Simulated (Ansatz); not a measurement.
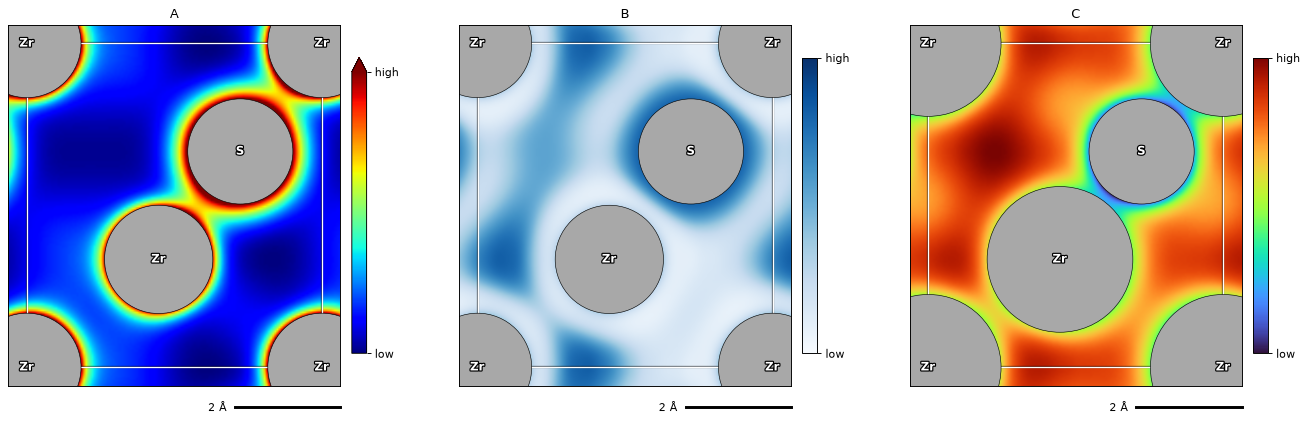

Zr₂S: 3 fields on the (110) plane of the conventional cell, with unlabelled colour scales. Grey discs cover the atomic cores.

Space group P-3m1; a structure generated by program, which may or may not match a known phase; computed pressure about −4 GPa in this cell.

Method: Ansatz, DFT PBEsol, scalar-relativistic, plane waves, PAW.

```xyz
3
Lattice="3.5481 0.0000 0.0000 -1.7741 3.0728 0.0000 0.0000 0.0000 5.5991" Properties=species:S:1:pos:R:3 pbc="T T T"
Zr    0.0000    2.0485    1.5490
Zr    1.7741    1.0242    4.0500
S     0.0000    0.0000    0.0000
```

### The panels show electron localisation function, electrostatic potential energy of an electron and valence pseudo-density in some order. Assign them.

Panel A: valence pseudo-density. Panel B: electron localisation function. Panel C: electrostatic potential energy of an electron (low next to the atoms, rising into the space between them). From the grid: Zr–S (2.57 Å): ρ is about 0.39 e/Å³ halfway; the ELF peaks at about 0.85 in the valence shell of S, 0.8 Å from its nucleus, and is about 0.25 at the midpoint: no shared electron pair shows on this line.
